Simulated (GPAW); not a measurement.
## zinc-blende (ZnSe)₁₋ₓ(BeSe)ₓ at x = 0.125: the Se K absorption edge

Aim: the Se K edge in zinc-blende (ZnSe)₁₋ₓ(BeSe)ₓ at x = 0.125, one member of a composition series.

Method: X-ray absorption from dipole matrix elements to empty bands, plane-wave PAW LDA, in GPAW 26.7.0.

**1. The structure**

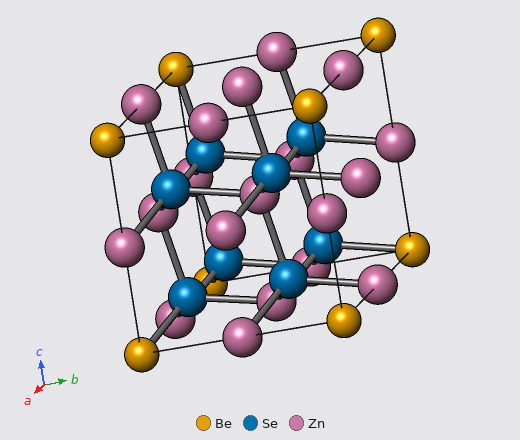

The cell as given, slightly off an axis (beryllium orange, selenium blue, zinc pink). Bonds to atoms that aren't drawn are left out. Some periodic images of atoms are drawn too.

The cell holds 16 atoms: 1 Be, 8 Se and 7 Zn. Its edges and angles: a = 7.922 Å, b = 7.922 Å, c = 7.922 Å, α = 60.0°, β = 60.0°, γ = 60.0°. 16-atom zinc-blende cell, 1 of 8 Zn sites taken by Be at random, lattice constants typed for the ends and interpolated (Vegard).

**2. Relaxation**

Bond lengths around the absorber set the edge shape, so the atoms are relaxed before any spectrum.

relax.py reads:

```python
import numpy as np
from ase import Atoms
from ase.parallel import parprint, paropen
from gpaw import GPAW, PW, FermiDirac, Mixer, MixerDif, setup_paths
from ase.optimize import BFGS

atoms = Atoms('BeSeZnSeZnSeZnSeZnSeZnSeZnSeZnSe',
    cell=[[0, 5.601875, 5.601875],
     [5.601875, 0, 5.601875],
     [5.601875, 5.601875, 0]],
    scaled_positions=[[0.000202, 0.001345, 0.997193],
     [0.122734, 0.131604, 0.12308],
     [0.00167, 0.002066, 0.497492],
     [0.125289, 0.126889, 0.62586],
     [0.00069, 0.500069, 0.99919],
     [0.124671, 0.624185, 0.124712],
     [0.003829, 0.502915, 0.497636],
     [0.124538, 0.625275, 0.625373],
     [0.500571, 0.999251, 0.000144],
     [0.623577, 0.123283, 0.122118],
     [0.501072, 0.999347, 0.4975],
     [0.625874, 0.125799, 0.625029],
     [0.50251, 0.499742, 0.002726],
     [0.625143, 0.623345, 0.127557],
     [0.499636, 0.499805, 0.500844],
     [0.62721, 0.623369, 0.622234]],
    pbc=True)
atoms.calc = GPAW(legacy_gpaw=True, mode=PW(400, force_complex_dtype=True), xc='LDA', setups={},
    kpts={'size': (3, 3, 3), 'gamma': True}, occupations=FermiDirac(0.08),
    charge=0, mixer=Mixer(0.1, 5, 50), maxiter=150,
    convergence={'density': 0.0001, 'eigenstates': 1e-6}, txt='relax.txt')
steps = []
opt = BFGS(atoms, logfile='-')
opt.attach(lambda: steps.append([atoms.get_potential_energy(), float(np.linalg.norm(atoms.get_forces(), axis=1).max())]))
done = opt.run(fmax=0.05, steps=30)
out = dict(done=bool(done), steps=steps, frac=atoms.get_scaled_positions().tolist())
import json
with paropen('out.json', 'w') as f:
    json.dump(out, f)
```

On the command line:

```
$ OMP_NUM_THREADS=1 mpirun -n 4 gpaw python relax.py
```

Numbers of over 12 decimals in the logs are rounded to 6 here.

The log of the run:

```text
Input parameters:
  convergence: {density: 0.0001,
                eigenstates: 1e-06}
  kpts: {gamma: True,
         size: (3, 3, 3)}
  maxiter: 150
  mixer: {backend: pulay,
          beta: 0.1,
          method: separate,
          nmaxold: 5,
          weight: 50}
  mode: {ecut: 400.0,
         force_complex_dtype: True,
         name: pw}
  occupations: {fixmagmom: False,
                name: fermi-dirac,
[...]
Forces in eV/Ang:
[...]
14 Zn   -0.00400   -0.00649    0.01591
 15 Se   -0.00028   -0.00919    0.00182
Step     Time          Energy          fmax
BFGS:    0 02:16:24      -61.225272        1.148063
BFGS:    1 02:16:47      -61.289188        0.996821
BFGS:    2 02:17:21      -61.496198        0.118820
BFGS:    3 02:17:39      -61.498118        0.112864
BFGS:    4 02:17:58      -61.499730        0.089554
BFGS:    5 02:18:18      -61.501277        0.042116
[key lines of the parts left out:]
Converged after 7 iterations.
Dipole moment: (-32.200418, -32.177991, -32.549851) |e|*Ang
Free energy:    -61.501277
Fermi level: 4.43479
```

Wall time 2.8 min (4 MPI ranks of AMD EPYC 7B13 (Zen 3), shared host); peak memory 0.35 GiB; 11 min of CPU time.

In 5 steps the energy fell by 276 meV (energies extrapolated to zero smearing) and the largest force to 0.042 eV/Å. Atom 2 (Se; the text counts from 1, the script from 0) is among those that moved most, by 0.14 Å.

**3. Ground state of the crystal**

The ground state comes first: it tells whether the system has a gap, which decides how the excited electron is treated.

scf.py reads:

```python
import numpy as np
from ase import Atoms
from ase.parallel import parprint, paropen
from gpaw import GPAW, PW, FermiDirac, Mixer, MixerDif, setup_paths
from gpaw.test import gen
setup_paths.insert(0, '.')
gen('Se', name='nch1s', xcname='LDA', corehole=(1, 0, 0), write_xml=True)
from gpaw.mpi import world
world.barrier()

atoms = Atoms('BeSeZnSeZnSeZnSeZnSeZnSeZnSeZnSe',
    cell=[[0, 5.601875, 5.601875],
     [5.601875, 0, 5.601875],
     [5.601875, 5.601875, 0]],
    scaled_positions=[[0.9999893, 0.0008973, 0.9986077],
     [0.1188553, 0.1201596, 0.1179792],
     [0.0011526, 0.0026404, 0.4983719],
     [0.1201926, 0.1203673, 0.6416728],
     [0.0001742, 0.5014105, 0.9995717],
     [0.1204623, 0.643722, 0.117607],
     [0.0018818, 0.5012523, 0.4981025],
     [0.1255573, 0.6269917, 0.624187],
     [0.498865, 0.9999541, 0.9994117],
     [0.6429673, 0.1190175, 0.1179357],
     [0.5010249, 0.999517, 0.4983696],
     [0.6256018, 0.1247403, 0.6240841],
     [0.5010821, 0.4994252, 0.0001193],
     [0.6249063, 0.6247046, 0.1263605],
     [0.4999407, 0.4991858, 0.5014815],
     [0.6263522, 0.6243133, 0.6247876]],
    pbc=True)
atoms.calc = calc = GPAW(legacy_gpaw=True, mode=PW(400, force_complex_dtype=True), xc='LDA', setups={1: 'nch1s'},
    kpts={'size': (3, 3, 3), 'gamma': True}, occupations=FermiDirac(0.05),
    charge=0, mixer=Mixer(0.1, 5, 50), maxiter=150,
    convergence={'density': 0.0001, 'eigenstates': 1e-6}, txt='scf.txt')
energy = atoms.get_potential_energy() + calc.get_reference_energy()
ef = calc.get_fermi_level()
out = dict(energy=energy, fermi=ef, forces=atoms.get_forces().tolist())
parprint(f'all-electron energy {energy:.4f} eV, Fermi level {ef:.4f} eV')
ev = np.array([[calc.get_eigenvalues(k, s) for k in range(len(calc.get_ibz_k_points()))] for s in range(calc.get_number_of_spins())])
out['homo'], out['lumo'], out['counts'] = ev[ev < ef].max(), ev[ev > ef].min(), sorted(set((ev < ef).sum((0, 2)).tolist()))
out['filled'] = (ev[:, 0] < ef).sum(1).tolist()
import json
with paropen('out.json', 'w') as f:
    json.dump(out, f)
```

On the command line:

```
$ OMP_NUM_THREADS=1 mpirun -n 4 gpaw python scf.py
```

The log of the run:

```text
Input parameters:
  convergence: {density: 0.0001,
                eigenstates: 1e-06}
  kpts: {gamma: True,
         size: (3, 3, 3)}
  maxiter: 150
  mixer: {backend: pulay,
          beta: 0.1,
          method: separate,
          nmaxold: 5,
          weight: 50}
  mode: {ecut: 400.0,
         force_complex_dtype: True,
         name: pw}
  occupations: {fixmagmom: False,
                name: fermi-dirac,
                width: 0.05}
  setups: {1: nch1s}

Initialize ...

[... PAW data sets ...]

Reference energy: -870045.889491  # eV

Spin-paired calculation

[... convergence settings ...]
Symmetries present (total): 1
  [... symmetry matrices ...]

27 k-points: 3 x 3 x 3 Monkhorst-Pack grid
14 k-points in the irreducible part of the Brillouin zone
       k-points in crystal coordinates                weights
   0:     0.00000000    0.00000000    0.00000000          1/27
   1:     0.00000000    0.00000000    0.33333333          2/27
   2:     0.00000000    0.33333333   -0.33333333          2/27
   3:     0.00000000    0.33333333    0.00000000          2/27
   4:     0.00000000    0.33333333    0.33333333          2/27
   5:     0.33333333   -0.33333333   -0.33333333          2/27
   6:     0.33333333   -0.33333333    0.00000000          2/27
   7:     0.33333333   -0.33333333    0.33333333          2/27
   8:     0.33333333    0.00000000   -0.33333333          2/27
   9:     0.33333333    0.00000000    0.00000000          2/27
          ...
  13:     0.33333333    0.33333333    0.33333333          2/27

Wave functions: Plane wave expansion
  Cutoff energy: 400.000 eV
  Number of coefficients (min, max): 6374, 6405
  Pulay-stress correction: 0.000000 eV/Ang^3 (de/decut=0.000000)
  Using FFTW library
  Wavefunction extrapolation:
    Improved wavefunction reuse through dual PAW basis

Occupation numbers: Fermi-Dirac:
  width: 0.0500  # eV

Eigensolver
   Davidson(niter=2)

Densities:
  Coarse grid: 40*40*40 grid
  Fine grid: 80*80*80 grid
  Total Charge: 0.000000

Density mixing:
  Method: separate
  Backend: pulay
  Linear mixing parameter: 0.1
  old densities: 5
  Width of damping distribution: 1.1
  Damping of long wavelength oscillations: 50

[... Hamiltonian set-up ...]
Number of atoms: 16
Number of atomic orbitals: 99
Number of bands in calculation: 85
Number of valence electrons: 134
Bands to converge: occupied

... initialized

Initializing position-dependent things.

Density initialized from atomic densities
Creating initial wave functions:
  85 bands from LCAO basis set

                                    Zn
                        Be Zn
                         Se

                Se
                    Zn
                  Se
         Se Zn         Se
                           Zn
              Se
                   Zn
                Se

       Se   Zn

Atomic positions and initial magnetic moments

Positions:
   0 Be     5.599102   11.195891    5.606842    ( 0.0000,  0.0000,  0.0000)
   1 Se     1.334024    1.326717    1.338932    ( 0.0000,  0.0000,  0.0000)
   2 Zn     2.806608    2.798274    0.021248    ( 0.0000,  0.0000,  0.0000)
   3 Se     4.268853    4.267875    1.347586    ( 0.0000,  0.0000,  0.0000)
   4 Zn     8.408315    5.600452    2.809815    ( 0.0000,  0.0000,  0.0000)
   5 Se     4.264870    1.333634    4.280865    ( 0.0000,  0.0000,  0.0000)
   6 Zn     5.598261    2.800850    2.818494    ( 0.0000,  0.0000,  0.0000)
[...]
13 Se     4.207373    4.208503    7.000164    ( 0.0000,  0.0000,  0.0000)
  14 Zn     5.605613    5.609842    5.596982    ( 0.0000,  0.0000,  0.0000)
  15 Se     6.997307    7.008729    7.006072    ( 0.0000,  0.0000,  0.0000)

Unit cell:
           periodic     x           y           z      points  spacing
  1. axis:    yes    0.000000    5.601875    5.601875    40     0.1617
  2. axis:    yes    5.601875    0.000000    5.601875    40     0.1617
  3. axis:    yes    5.601875    5.601875    0.000000    40     0.1617

  Lengths:   7.922248   7.922248   7.922248
  Angles:   60.000000  60.000000  60.000000

Effective grid spacing dv^(1/3) = 0.1764

iter:   1   -62.492006
iter:   2   -62.543493   -0.32  -1.24
iter:   3   -61.588794   -1.28  -1.30
iter:   4   -61.635201   -1.81  -1.54
iter:   5   -61.543492   -2.37  -1.66
iter:   6   -61.511689   -3.09  -2.18
iter:   7   -61.506073c  -3.19  -2.28
iter:   8   -61.502237c  -3.63  -2.92
iter:   9   -61.501366c  -4.27  -2.86
iter:  10   -61.501275c  -5.05  -3.56
iter:  11   -61.501285c  -5.77  -3.50
iter:  12   -61.501268c  -5.53  -3.51
iter:  13   -61.501277c  -5.53  -3.67
iter:  14   -61.501249c  -6.33c -3.77
iter:  15   -61.501249c  -6.08c -3.87
iter:  16   -61.501240c  -6.46c -4.51c

Converged after 16 iterations.

Dipole moment: (-32.198258, -32.176490, -32.548168) |e|*Ang

Energy contributions relative to reference atoms: (reference = -870045.889491)

Kinetic:        +86.798709
Potential:      -74.559499
External:        +0.000000
XC:             -73.120899
Entropy (-ST):   -0.000000
Local:           -0.619551
SIC:             +0.000000
--------------------------
Free energy:    -61.501240
Extrapolated:   -61.501240

Showing only first 2 kpts
 Kpt  Band  Eigenvalues  Occupancy
  0    65      3.71464    2.00000
  0    66      3.71672    2.00000
  0    67      5.04708    0.00001
  0    68      6.10014    0.00000

  1    65      3.46722    2.00000
  1    66      3.46929    2.00000
  1    67      6.26851    0.00000
  1    68      6.37398    0.00000

Fermi level: 4.40939

Gap: 1.330 eV
Transition (v -> c):
  (s=0, k=0, n=66, [0.00, 0.00, 0.00]) -> (s=0, k=0, n=67, [0.00, 0.00, 0.00])
No difference between direct/indirect transitions

Forces in eV/Ang:
  0 Be    0.00859    0.01579    0.00212
  1 Se    0.02390    0.00073    0.01924
  2 Zn   -0.00833   -0.00227    0.01011
  3 Se   -0.01816   -0.02018    0.01335
  4 Zn   -0.01199    0.03642   -0.00674
  5 Se   -0.00322    0.00674   -0.02728
  6 Zn   -0.02334    0.00250   -0.00728
[...]
13 Se   -0.00732   -0.00537    0.00044
 14 Zn   -0.00484   -0.00456    0.01715
 15 Se   -0.00650   -0.01434   -0.00047
Scalar-relativistic atomic LDA calculation for Se (Selenium, Z=34)
Core hole in 1s state (1s occupation: 2.0)
600 radial gridpoints.
|------------------------------------------------|
|------------------------------------------------|
[... the atom generator's iteration count ...]

Energy contributions:
-------------------------
Kinetic:    +2473.673807
XC:           -84.568572
Potential:  -4815.191637
-------------------------
Total:      -2426.086403

state      eigenvalue         ekin         rmax
-----------------------------------------------
1s^2.0 :  -458.454063   585.610500        0.029
2s^2.0 :   -58.944272   113.958427        0.165
2p^6.0 :   -51.926385   111.024402        0.132
3s^2.0 :    -7.811225    26.858720        0.503
3p^6.0 :    -5.612216    24.321149        0.500
3d^10.0:    -1.962010    19.216000        0.451
4s^2.0 :    -0.642093     3.714776        1.502
4p^4.0 :    -0.244602     2.288913        1.798
-----------------------------------------------
(units: Bohr and Hartree)

Generating PAW setup
Kinetic energy of the core from tauc = 2487.595922257975
Cutoffs:
rc(s)=1.600
rc(p)=1.900
rc(d)=1.600
rc(vbar)=1.440
rc(comp)=1.600
rc(nct)=1.900

Kinetic energy of the core states: 2457.088603
Charge: 0.0
Core electrons: 28.0
Valence electrons: 6.0
Pseudo-core charge: 1.089569
Shape function alpha=3.906
Pseudo-electron charge 7.390631
state    eigenvalue         norm
--------------------------------
4s(2) :    -0.642093     1.095786
*s    :     0.357907
4p(4) :    -0.244602     1.027373
*p    :     0.755398
*d    :     0.000000
--------------------------------

Diagonalizing with gridspacing h=0.050

state   all-electron     PAW
-------------------------------
4s:      -0.642093    -0.642657
4p:      -0.244602    -0.244988
*d:                    0.040490
*f:                    0.073581
-------------------------------
all-electron energy -870107.3907 eV, Fermi level 4.4094 eV
```

Wall time 55 s (4 MPI ranks); peak memory 0.36 GiB; 3.7 min of CPU time.

The mesh shows a gap of 1.33 eV. The excited electron is kept all the same, so that all members of the series, with or without a gap, are treated alike.

**4. Reference energy of the cell**

The photon energy needs a difference of total energies, so the cell and mesh of the coming hole run are first run without a hole.

Edit scf.py of step 3 so:

```diff
@@ -32,3 +32,3 @@
 atoms.calc = calc = GPAW(legacy_gpaw=True, mode=PW(400, force_complex_dtype=True), xc='LDA', setups={1: 'nch1s'},
-    kpts={'size': (3, 3, 3), 'gamma': True}, occupations=FermiDirac(0.05),
+    kpts={'size': (3, 3, 3), 'gamma': True}, occupations=FermiDirac(0.02),
     charge=0, mixer=Mixer(0.1, 5, 50), maxiter=150,
```

The log of the run:

```text
Input parameters:
  convergence: {density: 0.0001,
                eigenstates: 1e-06}
  kpts: {gamma: True,
         size: (3, 3, 3)}
  maxiter: 150
  mixer: {backend: pulay,
          beta: 0.1,
          method: separate,
          nmaxold: 5,
          weight: 50}
  mode: {ecut: 400.0,
         force_complex_dtype: True,
         name: pw}
  occupations: {fixmagmom: False,
                name: fermi-dirac,
[...]
4s(2) :    -0.642093     1.095786
*s    :     0.357907
4p(4) :    -0.244602     1.027373
*p    :     0.755398
*d    :     0.000000
--------------------------------

Diagonalizing with gridspacing h=0.050

state   all-electron     PAW
-------------------------------
4s:      -0.642093    -0.642657
4p:      -0.244602    -0.244988
*d:                    0.040490
*f:                    0.073581
-------------------------------
all-electron energy -870107.3907 eV, Fermi level 4.1987 eV
[key lines of the parts left out:]
Converged after 16 iterations.
Dipole moment: (-32.198258, -32.176490, -32.548167) |e|*Ang
Free energy:    -61.501240
Fermi level: 4.19867
```

The job ended after 54 s (4 MPI ranks; peak memory 0.36 GiB; 3.6 min of CPU time).

Reference energy: -870107.391 eV with the cores included.

(Continued in part 2 of 3.)

[Banner, clock and machine lines of the logs are left out without a mark of their own.]

[Logs are printed without paths, hosts, clocks, repeated set-up lines and the standing remarks that a program may print on its own settings, such as how far it seeks lower states.]

[Hosts, paths, dates, database ids (printed as entryN), source tags and the programs' standing remarks are cut or masked in the printed files.]

[Lists of maxima count a maximum above −3 eV only where it reaches 4 % of the highest in the window and stands out from its surroundings by 2 % of it (1.5 % where it reaches 55 %); shoulders and weaker maxima are passed over, and of the rest the first, up to two pre-edge ones and the few strongest are named.]
